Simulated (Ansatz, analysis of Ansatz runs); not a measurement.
# Be-H pair in corundum: local vibrational mode, PBE, part 2 of 2

Subject: Be-H pair in corundum. Wanted: its local vibrational mode, in one set-up (PBE, 80-site cell, PBE lattice, 520 eV, k: the single point 1/4 1/4 1/4). The model is a cell of 80 host atoms with Be put on another atom's site and H put in between. The frequencies come from force constants among the defect atom and its neighbours, with the masses of the isotopes named. This set-up takes another basis size than the usual one.

Ansatz 0.2.0; PBE, 80-site cell, PBE lattice, 520 eV, k: the single point 1/4 1/4 1/4.

So far: Starting point; Relaxation, charge 0.

## (2) Relaxation, charge 0 (continued)

Level of this step: plane-wave PAW DFT, PBE; relaxation of all atoms of a defect supercell (Ansatz).

The steps of the relaxation (22 of 24):

```csv
step,energy less that of the first step (eV),largest force component (eV/Å)
1,0.0000,4.2272
2,-1.6015,2.1689
3,-2.4483,1.2854
4,-2.8044,0.9940
5,-3.0171,1.1193
6,-3.1870,1.0088
8,-3.5230,0.8000
9,-3.6431,0.7809
10,-3.7347,0.8758
11,-3.7683,2.0258
12,-3.8958,0.3465
13,-3.9952,0.6997
14,-4.0999,0.6300
15,-4.1745,0.2566
16,-4.1718,0.4283
17,-4.1996,0.1832
19,-4.2031,0.2763
20,-4.2189,0.0188
21,-4.2192,0.0139
22,-4.2192,0.0172
23,-4.2193,0.0078
24,-4.2193,0.0078
```

Relaxation steps 16, 19 were tried and not accepted.

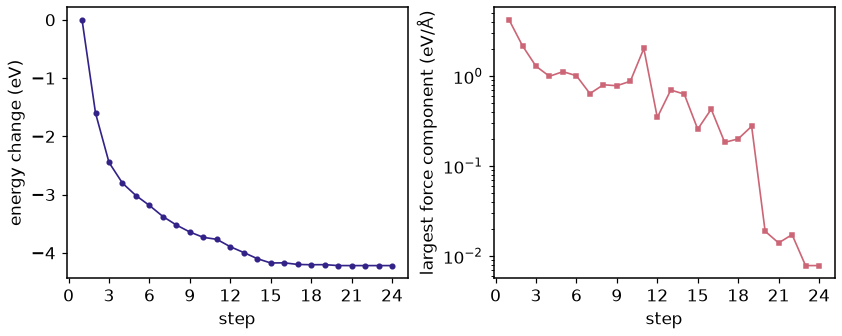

Energy and largest force along the relaxation.

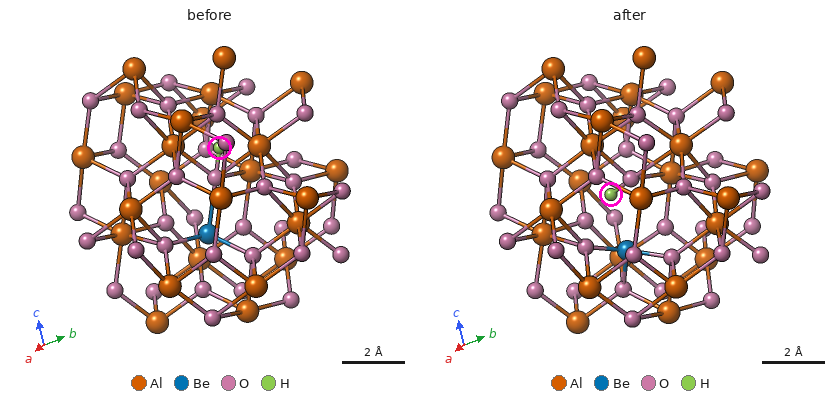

Before and after: the atoms that start within 5 Å of the centre. H81, which moves most, is ringed if it is among them.

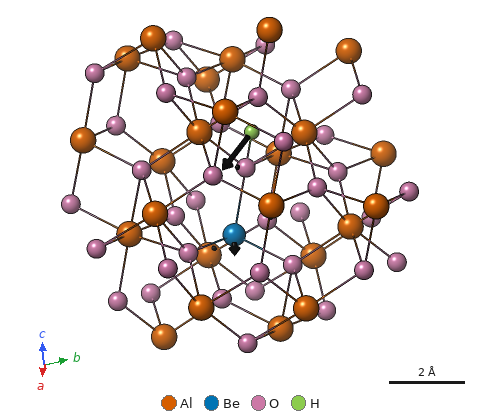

Displacements in the relaxation from the typed sites near the centre, scaled; the longest in the cell stands for 1.98 Å.

The atoms that moved most (Å, from the sites as typed, ahead of the random displacement):

```csv
atom,dx,dy,dz,length
H81,1.242,0.636,-1.398,1.975
Be4,0.328,0.486,0.180,0.613
O15,0.104,-0.093,-0.125,0.188
Al3,-0.066,-0.035,0.131,0.151
O28,-0.093,-0.016,-0.075,0.121
O19,-0.042,-0.096,0.016,0.106
Al31,-0.078,-0.021,0.038,0.089
O50,-0.012,-0.013,0.085,0.087
```

Neighbours of the ideal centre at the end:

```csv
atom,distance (Å)
O15,0.438
H81,1.011
Be4,1.925
Al32,2.082
Al13,2.199
Al31,2.395
O19,2.443
O28,2.469
```

Neighbours of the added atoms: H81: O15 1.04, O19 1.51, Be4 2.06 Å.

Numbers from this step:

```
free energy : -44125.7152 eV
```

The relaxation ends 52 meV an atom lower than the displaced start, with a largest force component of 0.0078 eV/Å.

## (3) Local vibrational modes

A local mode lives on the defect and the atoms next to it, so only the sites listed in the input are displaced, which costs far fewer SCF runs than the whole cell would.

This step: plane-wave PAW DFT, PBE; finite-displacement force constants among the atoms nearest to a defect, the others at rest.

The input, modes/input.yaml:

```yaml
crystal:
  lattice:
    - [4.80899874, 2.77647672, 8.74901147]
    - [-4.80899874, 2.77647672, 8.74901147]
    - [0.0, -5.55295343, 8.74901147]
  atoms:
    - { symbol: Al, position: [0.175579595, 0.174444829, 0.180333472] }
    - { symbol: Al, position: [0.071041008, 0.075627812, 0.07710176] }
[... 1 atom line left out ...]
    - { symbol: Be, position: [0.496086151, 0.428129909, 0.374610927] }
[... 8 atom lines left out ...]
    - { symbol: Al, position: [0.323506194, 0.322783475, 0.832226079] }
[... 1 atom line left out ...]
    - { symbol: O, position: [0.278440081, 0.450827942, 0.631389995] }
[... 3 atom lines left out ...]
    - { symbol: O, position: [0.365389681, 0.221205565, 0.540189329] }
[... 6 atom lines left out ...]
    - { symbol: O, position: [0.125353146, 0.775138794, 0.475646405] }
    - { symbol: O, position: [0.477226728, 0.622500552, 0.277623218] }
    - { symbol: O, position: [0.208271762, 0.534104195, 0.374003984] }
[... 2 atom lines left out ...]
    - { symbol: Al, position: [0.168054376, 0.684502151, 0.679995916] }
    - { symbol: Al, position: [0.074600373, 0.575707569, 0.568069522] }
[... 6 atom lines left out ...]
    - { symbol: O, position: [0.371375671, 0.718570601, 0.531932779] }
[... 6 atom lines left out ...]
    - { symbol: O, position: [0.626302794, 0.282271389, 0.467756569] }
[... 34 atom lines left out ...]
    - { symbol: H, position: [0.313340473, 0.351961596, 0.601525202] }
basis:
  ecutwfc: 520
  xc_grid: 2
hamiltonian:
  xc: pbe
kpoints:
  mp_grid: { grid: [1, 1, 1], shift: [0.25, 0.25, 0.25] }
scf:
  occupations: { method: fermi_dirac, width: 0.01 }
  max_iter: 120
output: {}
checkpoint:
  read: "../relax.run"
phonons:
  supercell: [1, 1, 1]
  displaced_sites: [3, 14, 18, 31, 80]
```

Started as:

```bash
ansatz run input.yaml --threads 2 --pin off --max-ram 3768MiB --backend cpu --events-out ev --progress --plain --runs-dir out
```

Numbers of over 12 decimals in the logs are rounded to 6 here.

Log:

```text
[...]
Crystal: 81 atoms, lattice volume = 700.905 Å³
Basis set: ecut = 520 eV, 18807 PW (Γ), exchange–correlation on 160×160×160 points (8 copies of the dense FFT grid, shifted against one another)
Bands: 273, of which v1, the nominal top of the filled ones, is band 192 counted from 1 (191 counted from 0)
Symmetry: 1 space group operations
k-points: 1
[...]
SCF iter   4: F=-44125.715161 eV  HF=-44125.715161 eV  |F-HF|=2.91e-11  |Δ(HF+E_count)|=  1.02e-10  Δρ=9.31e-8  dr2=4.23e-11  ethr=1.00e-12  ⟨swp⟩=4.0  Hψ=891  notcnv=0
SCF 1 converged in 4 iterations: F = -44125.715161 eV  dr2 = 4.23e-11
[...]
SCF 2 converged in 8 iterations: F = -44125.715109 eV  dr2 = 3.08e-12
[...]
SCF 3 converged in 4 iterations: F = -44125.715088 eV  dr2 = 4.08e-12
[...]
symmetry images taken by strict's conditions (phonons.symmetry_images: auto; settled by no image being taken that strict refuses)
  force constants formed among 5 of 81 sites (Be 3, O 14, O 18, Al 31, H 80); the other 76 at rest. The modes move the named sites alone.
  the frequencies, the zero-point energy and the sums are of the block with the acoustic sum rule laid on its rows. Row sums over every site: 2.1e-4 eV/Å² at the most
  transpose residual: 2.0e-4 eV/Å²
  largest component of a force at the reference: 7.8e-3 eV/Å on a named site, 3.2e-3 eV/Å on a site at rest
  frequencies among the named sites at Γ of the cell (cm⁻¹): 298.46 344.57 384.73 399.74 428.16 457.76 494.22 507.18 541.17 594.10 621.22 774.50 1153.80 1242.43 2360.38
  unstable modes among the named sites: 0
  frequencies as built, with no sum rule (cm⁻¹): 298.46 344.57 384.72 399.74 428.16 457.75 494.22 507.18 541.17 594.10 621.21 774.50 1153.79 1242.43 2360.39
  zero-point energy: 0.657265 eV/cell   skipped modes (ω ≤ 0): 0
  not written: the harmonic force-constant file, the file of eigenvectors (these modes' are written with the force constants), the density of states and the dispersion, which are of every site
[key lines of the parts left out:]
SCF converged after 4 iterations
Free energy (F): -44125.715161 eV
Fermi energy:    10.469413 eV
```

Run time: 6 min. Hardware: 2 threads of Intel Xeon Platinum 8488C (Sapphire Rapids), shared host; peak memory 1.8 GiB.

The column dr2 measures how far the density is from self-consistency, as an energy; F and HF (Harris–Foulkes) agree once it is small.

This step gave:

- free energy: -44125.7152 eV

The modes with the largest weight on the probed atoms (the light atom of a pair), for the masses of each isotope. Modes of the displaced atoms (local only where they lie over the host's phonons):

```csv
isotopes,mode (cm⁻¹),share of the defect atoms
H,2361,0.925
H,1242,0.966
H,1154,0.948
D,1733,0.853
D,898.7,0.878
D,852.1,0.7
```

## (4) Summary of results

```json
{
  "distance from the defect atom to its nearest neighbour": "1.043 Å",
  "O-H stretch, 1H": "2361 cm⁻¹",
  "time of the whole chain": "11 min on 2 threads"
}
```

O-H stretch, 1H: computed 2361 cm⁻¹, measured 3060 cm⁻¹; 699 cm⁻¹ (23 %) below the measurement. The computed value is harmonic, while the measured line is the anharmonic fundamental, which for X–H stretches usually lies a few per cent lower. All levels end far under the measured line with a strong hydrogen bond: the site modelled is probably not the measured one. Only the named neighbours move, so modes near the host's band are approximate.

[Logs are printed without paths, hosts, clocks, repeated set-up lines and the standing remarks that a program may print on its own settings, such as how far it seeks lower states.]

[Hosts, paths, dates, database ids (printed as entryN), source tags and the programs' standing remarks are cut or masked in the printed files.]

[For some hosts the program warned that the k-mesh of the response run may be too coarse for force constants and the static dielectric constant; such warnings are not shown here.]
